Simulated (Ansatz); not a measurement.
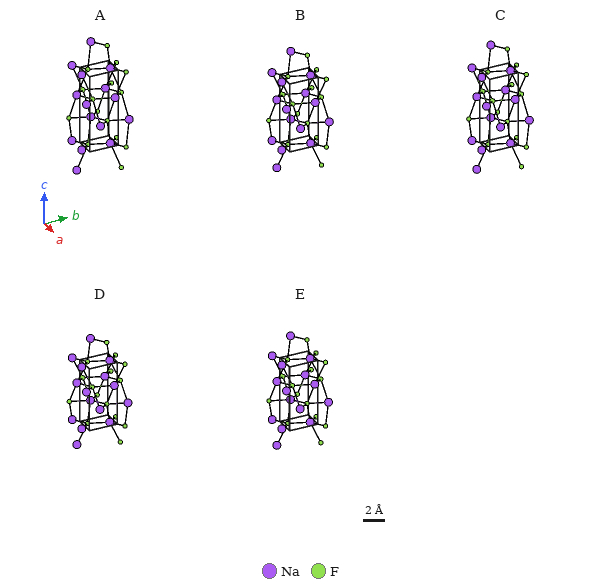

5 geometries from one relaxation of a crystal of NaF (a generated structure, set up in P3_212) (coarse preliminary run), in shuffled order. Style: ball-and-stick. Shown: the cell of the calculation, slightly off an axis.

Level of theory: DFT PBE, scalar-relativistic, plane waves, PAW (Ansatz). Set-up: plane-wave cutoff 420 eV; k-point mesh 6 × 6 × 4; occupations gaussian; smearing width 0.1 eV; no spin polarisation; cell and atoms relaxed; force threshold 0.04 eV/Å; at most 70 steps.

Q: Order the frames from highest to lowest energy.

A: D, E, B, C, A. They are steps 0, 1, 4, 6, 10, at +0.590 eV per cell of the calculation, +0.357 eV per cell of the calculation, +92.7 meV per cell of the calculation, +46.5 meV per cell of the calculation relative to the last. After 7 accepted moves (10 points after the start) the energy has fallen by 0.590 eV per cell of the calculation. The largest force component goes from 0.31 to 0.0033 eV/Å. Pressure: 10.59 GPa at the start and 0.10 GPa at the end. At 3 points the geometry stayed and the basis and grid were re-selected for the new cell (energy shift of 0.112 eV per cell of the calculation at most each time). The largest moves relative to the cell, 0.016 Å, are those of F atoms. By element the largest moves are F 0.016 Å, Na 0.011 Å. Cell: a = b 3.719 → 3.809 Å (+2.4 %), c 6.080 → 7.400 Å (+21.7 %). Volume +27.6 %. Near-neighbour distances that change, for instance: F–Na 2.280 → 2.694 Å, Na–Na 2.716 → 3.096 Å, Na–Na 2.785 → 3.137 Å, F–Na 2.088 → 2.165 Å. Among the angles between lasting bonds that change: F–Na–F 117.2° → 113.7°, Na–F–Na 117.2° → 113.7°, F–Na–F 153.5° → 157.0°. The space group stays P3_212 (No. 153). Cost: 110 s on 1 thread of Intel(R) Xeon(R) Processor @ 2.50GHz (Skylake/Cascade Lake) (shared host), peak memory 0.39 GiB.
